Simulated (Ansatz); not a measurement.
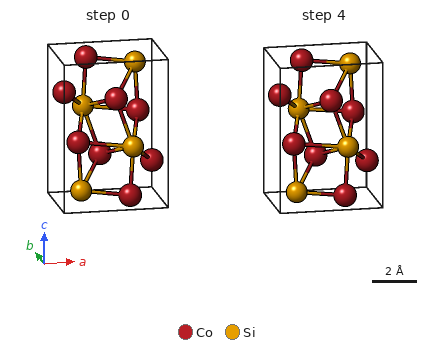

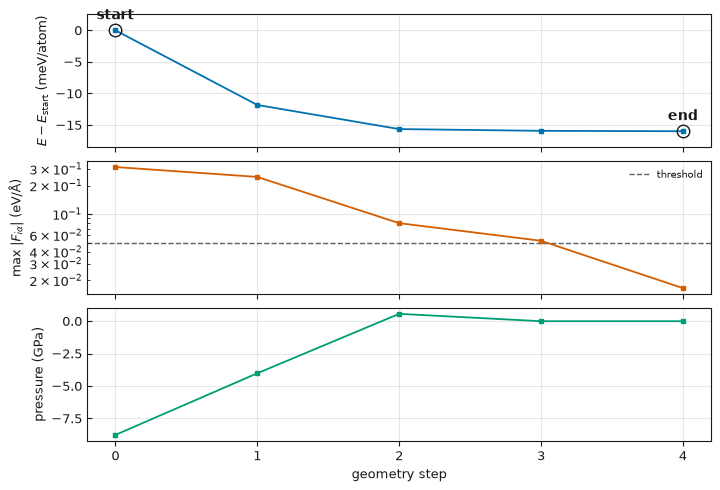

First and last geometry of a relaxation of crystalline Co₂Si (set up in Pnma) (coarse preliminary run), with the history of the run. The picture is a ball-and-stick view of the cell of the calculation, seen slightly off an axis.

Method: DFT r2SCAN, scalar-relativistic, plane waves, PAW in Ansatz 0.2.0. Settings: plane-wave cutoff 500 eV; k-point mesh 4 × 6 × 4; occupations gaussian; smearing width 0.1 eV; collinear spin; cell and atoms relaxed; force threshold 0.05 eV/Å; at most 80 steps.

Did the run converge, and what did it change?

Answer. The run was cut off at its time limit before the program reported convergence, but its last step already meets the force threshold: the largest component is 0.017 eV/Å against 0.05 eV/Å. The pressure is within 0.01 GPa of its target. After 4 geometry steps the energy has fallen by 16.0 meV per atom. The largest force component goes from 0.31 to 0.017 eV/Å. The pressure goes from −8.77 to −0.01 GPa. The largest moves relative to the cell, 0.052 Å, are those of Si atoms. By element the largest moves are Si 0.052 Å, Co 0.025 Å. The volume changes by −4.1 %, with a 4.918 → 4.855 Å (−1.3 %), b 3.738 → 3.709 Å (−0.8 %), c 7.109 → 6.962 Å (−2.1 %). Among the contacts that change: Co–Si 2.474 → 2.397 Å, Co–Co 2.535 → 2.475 Å, Co–Si 2.319 → 2.275 Å, Co–Si 2.620 → 2.580 Å. Among the angles between lasting bonds that change: Si–Co–Si 163.8° → 166.8°. The space group stays Pnma (No. 62).
